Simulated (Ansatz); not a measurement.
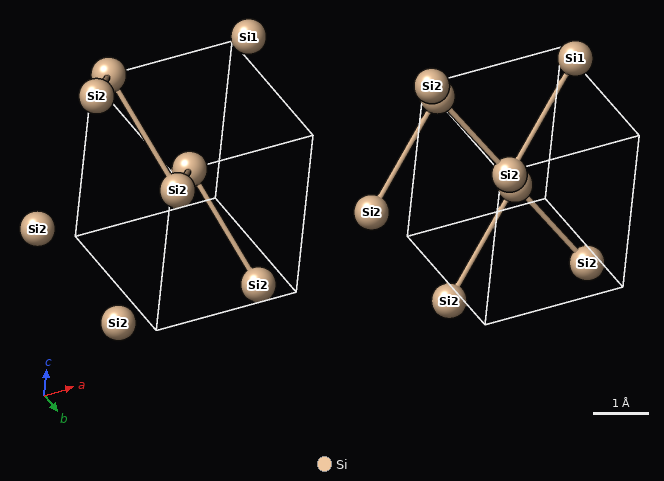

Two geometries of solid Si (set up in P-1), drawn at one scale. One is the start of a relaxation, the other its converged end. Style: ball-and-stick. Shown: the cell of the calculation, from a free direction.

These are results of DFT r2SCAN, scalar-relativistic, plane waves, PAW (Ansatz), not measurements. Set-up: plane-wave cutoff 500 eV; k-point mesh 14 × 14 × 14; occupations gaussian; smearing width 0.15 eV; no spin polarisation; cell and atoms relaxed; force threshold 0.01 eV/Å; at most 80 steps.

Which geometry has the lower energy?

The left one is the relaxed one. Case: all atoms moved at random, sigma 0.25 Å for each component; relaxed back. The largest moves relative to the cell, 0.37 Å, are those of Si1 and Si2. Si1 goes along +c. Cell: a 2.629 → 2.669 Å (+1.5 %), b = c 3.624 → 3.635 Å (+0.3 %), α 77.9° → 81.9°, β 68.7° → 68.5°, γ 68.7° → 68.5°. Volume +2.2 %. Among the contacts that change: Si1–Si2 2.478 → 3.090 Å, Si1–Si2 (another image) 3.011 → 2.483 Å, Si1–Si2 (another image) 2.963 → 2.483 Å, Si1–Si2 (another image) 2.105 → 2.482 Å. New bonds form: Si1–Si2 (3.01 → 2.48 Å). Among the angles between lasting bonds that change: Si2–Si1–Si2 118.5° → 94.1°. The space group (tolerance 0.01 Å) goes from P-1 (No. 2) to Imma (No. 74). The energy falls by 666 meV per atom in 8 accepted moves (9 points after the start). The largest force component goes from 3 to 0.00078 eV/Å. Pressure: 25.40 GPa at the start and −0.03 GPa at the end. At 1 point the geometry stayed and the basis and grid were re-selected for the new cell (energy shift of less than 0.05 meV per atom at most each time). Cost: 8.1 min on 1 thread of Arm Neoverse V2 (shared host), peak memory 0.82 GiB.
